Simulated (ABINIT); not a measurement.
Consider Ge.

Input

```
# Pseudopotentials
pp_dirpath "./"
pseudos "Ge.GGA_PBE-JTH.xml"

# Structure
acell 9.9032609342 9.9032609342 5.0179031623
rprim
     1.0000000000     0.0000000000     0.0000000000
     0.0000000000     1.0000000000     0.0000000000
     0.0000000000     0.0000000000     1.0000000000
ntypat 1
znucl 32
natom 3
typat 1 1 1
xred
     0.0000000000     0.0000000000     0.0000000000
     0.0000000000     0.5000000000     0.0000000000
     0.5000000000     0.0000000000     0.0000000000

# Plane-wave basis
ecut 22.0
pawecutdg 44.0
pawxcdev 0

# k points
kptopt 1
ngkpt 5 5 10
nshiftk 1
shiftk 0.0 0.0 0.0

# Exchange and correlation
ixc 11

# Bands and occupations
nband 26
occopt 3
tsmear 0.00183747

# SCF cycle
nstep 100
tolvrs 1.0e-9

# Output
iomode 3
prtwf 0
prteig 0
prtebands 0
enunit 2
prtden 1
prtvha 1
prtvclmb 1
prtpot 1
```

Command:

```sh
abinit run.abi > log 2>&1
```

Below, planes, directions and counts refer to the conventional cell (a = 5.24 Å, b = 5.24 Å, c = 2.66 Å, α = 90.00°, β = 90.00°, γ = 90.00°).

Space group P4/mmm; a generated structure, not necessarily the stable one.

Computed with Kohn-Sham DFT of a periodic cell, PBE, JTH PAW PBE v2.0 (ABINIT).

**What will maps of the valence pseudo-density show?**

Ge–Ge (2.62 Å): ρ is about 0.36 e/Å³ halfway.

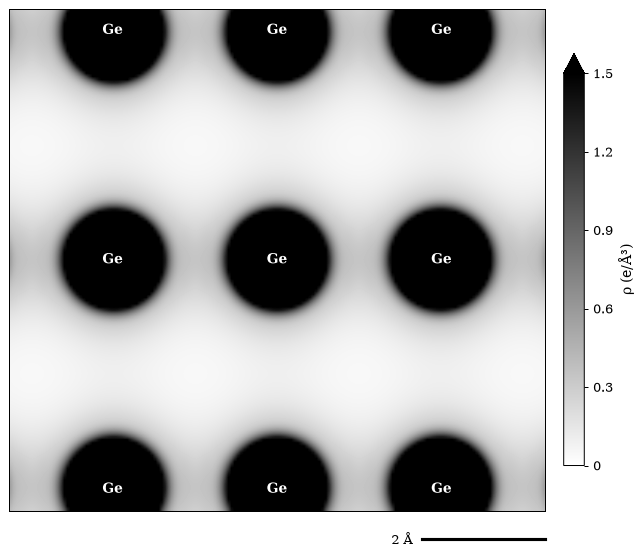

Computed valence pseudo-density on the (110) plane of the conventional cell. 

In a PAW calculation such maps are meaningful between the atoms, not at the nuclei.
